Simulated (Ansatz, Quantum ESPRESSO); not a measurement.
# stanene, 1 layer: the dipole at a withheld member of a series

How the rows were computed: Quantum ESPRESSO 7.5, PBE, GBRV ultrasoft. Cell and atoms are relaxed without a field with a D3(BJ) correction and then held. Sawtooth field with dipole correction, 17 Å of vacuum in the starting cell, Fermi-Dirac smearing of 0.002 Ry; bands along a path at each field. The series steps the field along the normal.

```
field along the normal  dipole (e Å)
                 0 V/Å       −0.0000
              0.05 V/Å        0.0193
               0.1 V/Å        0.0388
               0.2 V/Å        0.0776
               0.3 V/Å        0.1165
```

**Question.** What is the dipole at 0.4 V/Å?

**Fit.** The rows at 0.2 V/Å and 0.3 V/Å give a slope of (0.1165 − (0.0776))/(0.3 − (0.2)) = 0.389, so a straight line gives 0.1554 e Å. A parabola through these and the row at 0.1 V/Å gives 0.1555 e Å.

**The withheld run.** 0.1554 e Å. The line misses by 0.0000 and the parabola by +0.0001 e Å. Both misses are under 5 % of the step from the nearer row.

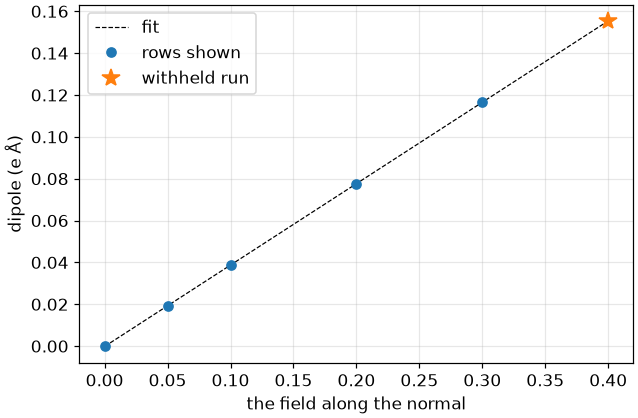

The rows shown, the fit and the withheld run.

Caveats: Ions are held; semilocal gaps are too small; in strong fields empty levels can belong to the vacuum; one stacking. Members without a usable value, or on the other side of zero field or charge, are not listed.

[Logs are printed without paths, hosts, clocks, repeated set-up lines and the standing remarks that a program may print on its own settings, such as how far it seeks lower states.]
